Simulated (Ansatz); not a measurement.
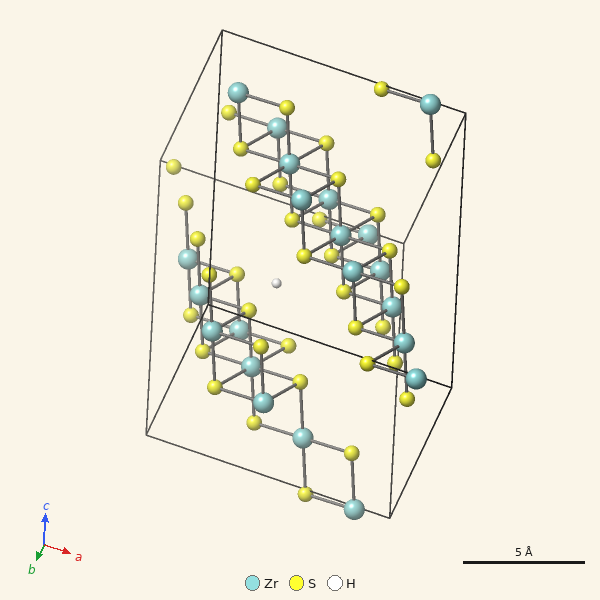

Ball-and-stick representation of a periodic structure, projected from a general direction. The supercell is outlined; an atom on or near a face, edge or corner is repeated at each equivalent position. The host is ZrS2, in a cell of 48 sites, and the cell is neutral.

Question: Which defect is modelled here, and what are its neighbours?

Answer: An interstitial hydrogen atom. It is bonded to no bonds drawn. Not all metal-metal contacts are counted.

Computed with Ansatz 0.2.0, DFT PBE, scalar-relativistic, plane waves, PAW. Settings: an energy cutoff of 420 eV, 2×2×2 k-mesh, Gaussian smearing of 0.01 eV, collinear spins.

Question: Does the cell have a net magnetic moment?

Answer: Yes, 1.0 μB in the cell.

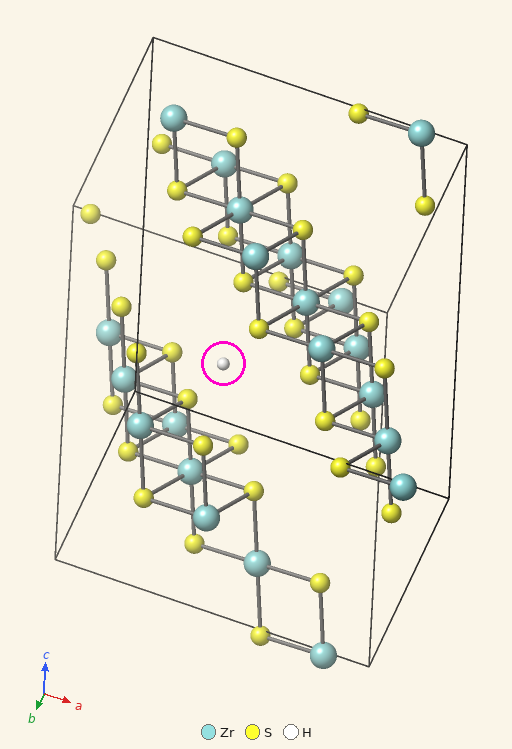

The same cell with a ring at the defect's site.

The atoms were relaxed in the host's cell with Ansatz 0.2.0, DFT PBE, scalar-relativistic, plane waves, PAW.
